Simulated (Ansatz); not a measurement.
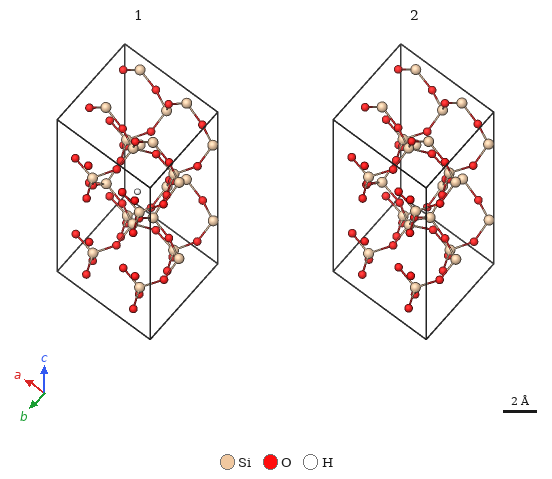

Two geometries of a defect cell of composition Si24O47H (cell charge +1), drawn at one scale. One is the start of a relaxation, the other its converged end. A ball-and-stick model of the cell of the calculation (origin shifted), seen from a free direction.

The calculation used Ansatz, DFT, PBEsol, PAW, plane waves. Set-up: plane-wave cutoff 420 eV; k-point mesh 1 × 1 × 1; mesh shifted by (0.25, 0.25, 0.25); no spin polarisation; atoms relaxed in a fixed cell; force threshold 0.03 eV/Å; at most 80 steps.

Q: Which geometry has the lower energy?

A: Structure 2 is the relaxed one. The energy falls by 4.928 eV per cell of the calculation in 12 geometry steps. The largest force component goes from 3.1 to 0.021 eV/Å. The atom that moves furthest is the H atom (1.77 Å roughly along [−1 1 −2]). By element the largest moves are H 1.77 Å, O 0.26 Å, Si 0.13 Å. The lattice vectors keep their values. Among the contacts that change: H–Si 2.435 → 1.649 Å, H–Si 2.344 → 1.690 Å, O–Si 1.703 → 1.616 Å, O–Si 1.567 → 1.648 Å. New bonds form: H–Si (2.34 → 1.69 Å), H–Si (2.43 → 1.65 Å). Among the angles between lasting bonds that change: Si–O–Si 143.3° → 155.3°, Si–O–Si 147.4° → 156.5°, Si–O–Si 142.0° → 149.9°.

Limits of the set-up: the cell is charged, on a uniform background, and energies carry no finite-size correction.
